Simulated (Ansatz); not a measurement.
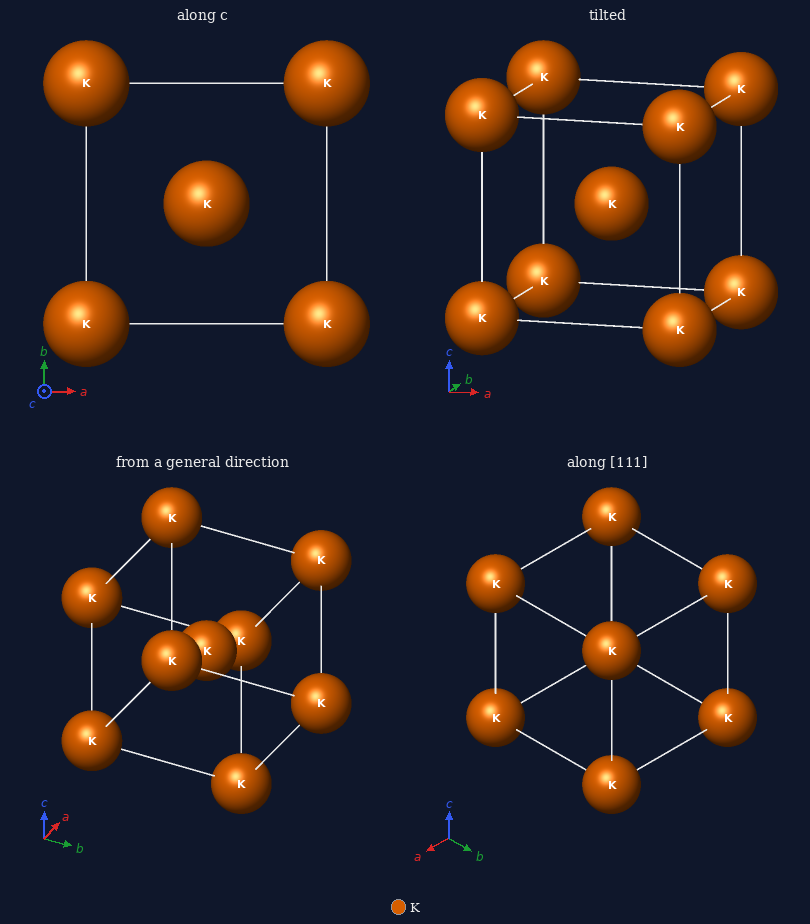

Drawn in the spheres-only manner and seen along the c axis, slightly off an axis, from a general direction and along [111]. The lines enclose the conventional unit cell; boundary atoms appear with their images.

> How many atoms are there in one cell?

2 (potassium), counting shared atoms by their share.

> Identify the Bravais lattice.

Body-centred cubic.

> Give the space group.

Im-3m (No. 229), with K on 2a.

> To which structure type does it belong?

Body-centred cubic (W type).

The initial geometry was the standard structure of this element. The cell was then strained or its atoms displaced on purpose. It was run through Ansatz as a DFT input.
